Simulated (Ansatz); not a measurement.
Sr8Ti8O23 (cell charge +2, with a compensating background) (cell with a defect)

```
Sr Ti O
1.0
     0.00000   -7.78225    0.00000
     0.00000    0.00000   -7.78225
     7.78225    0.00000    0.00000
Sr Ti O
8 8 23
Cartesian
  3.8911 -7.7153 -7.7153
  3.8911 -7.7153 -3.9581
  3.8911 -3.9581 -7.7153
  3.8911 -3.9581 -3.9581
  0.0000 -7.7139 -7.7139
  0.0000 -7.7139 -3.9595
  0.0000 -3.9595 -7.7139
  0.0000 -3.9595 -3.9595
  1.8179 -1.9456 -1.9456
  1.9758 -1.9456 -5.8367
  1.9758 -5.8367 -1.9456
  1.9423 -5.8367 -5.8367
  5.9644 -1.9456 -1.9456
  5.8065 -1.9456 -5.8367
  5.8065 -5.8367 -1.9456
  5.8400 -5.8367 -5.8367
  2.0916 -0.0528 -1.9456
  1.9314 -0.0036 -5.8367
  2.0916 -3.8383 -1.9456
  1.9314 -3.8875 -5.8367
  5.6907 -0.0528 -1.9456
  5.8509 -0.0036 -5.8367
  5.6907 -3.8383 -1.9456
  5.8509 -3.8875 -5.8367
  2.0916 -1.9456 -3.8383
  2.0916 -1.9456 -0.0528
  1.9314 -5.8367 -3.8875
  1.9314 -5.8367 -0.0036
  5.6907 -1.9456 -3.8383
  5.6907 -1.9456 -0.0528
  5.8509 -5.8367 -3.8875
  5.8509 -5.8367 -0.0036
  0.0000 -1.9456 -1.9456
  0.0000 -1.9456 -5.8367
  0.0000 -5.8367 -1.9456
  0.0000 -5.8367 -5.8367
  3.8911 -1.9456 -5.8367
  3.8911 -5.8367 -1.9456
  3.8911 -5.8367 -5.8367
```

Computed without spin polarisation.

Level of theory: Ansatz, DFT PBEsol, scalar-relativistic, plane waves, PAW.

In a PAW calculation such maps are meaningful between the atoms, not at the nuclei.

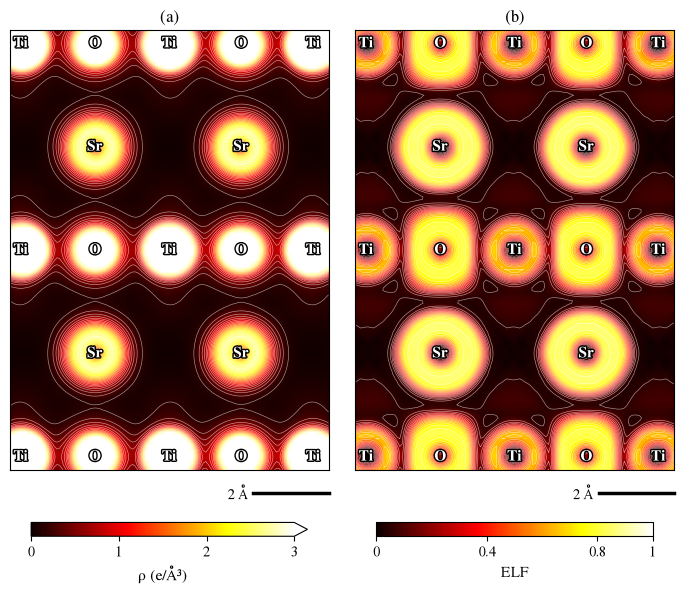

Figure 1. (a) valence pseudo-density; (b) ELF on the (110) plane of the calculation cell.

Question: Describe what can be read from this map.

Answer:
- Atoms in the plane: Sr, Ti and O.
- Ti–O (1.92 Å): ρ at the midpoint is about 0.78 e/Å³; the ELF peaks at about 0.85 in the valence shell of O, 0.6 Å from its nucleus, and is about 0.25 at the midpoint; no shared electron pair shows on this line.
- Ti–O (1.98 Å): ρ is about 0.67 e/Å³ halfway; the ELF peaks at about 0.85 in the valence shell of O, 0.6 Å from its nucleus, and is about 0.20 at the midpoint: no shared electron pair shows on this line.
- Sr–O (2.75 Å): ρ at the midpoint is about 0.15 e/Å³; the ELF is about 0.05 at the midpoint (a closed-shell, largely ionic contact).
- Between the atoms the lowest density in this plane is 0.03 e/Å³.
- The features right at Sr and Ti lie inside the PAW spheres, where the map follows smoothed inner orbitals and isn't to be read closely.

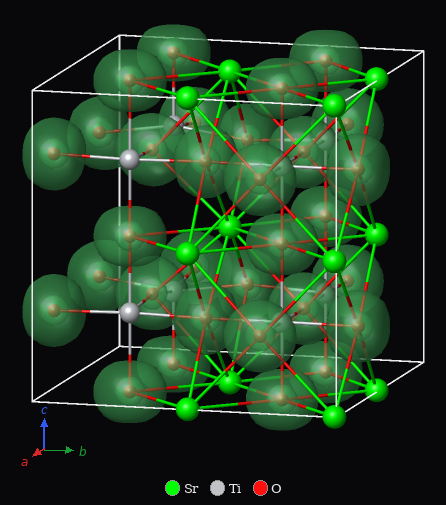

Figure 2. Isosurface of the electron localisation function at 0.7 (green), seen slightly off an axis. Core shells and regions of very low density are left out. Sticks mark near contacts.

Question: What do the ELF domains correspond to?

Answer: The surface consists of 23 regions wrapped around O (the valence shell of each), counted in one cell of 39 atoms. Any copies at cell faces, edges or corners count once.


Ti–O (1.82 Å): the ELF peaks at about 0.80 in the valence shell of O, 0.5 Å from its nucleus, and is about 0.25 at the midpoint: no localised pair shows between them. Sr–O (2.65 Å): the ELF is about 0.05 at the midpoint; a closed-shell, largely ionic contact.

Question: Does the calculation make it a metal, or give it a gap?

Answer: It is gapped, with a Kohn–Sham gap of 2.6 eV on the k-point mesh, an upper bound to the gap of this method.
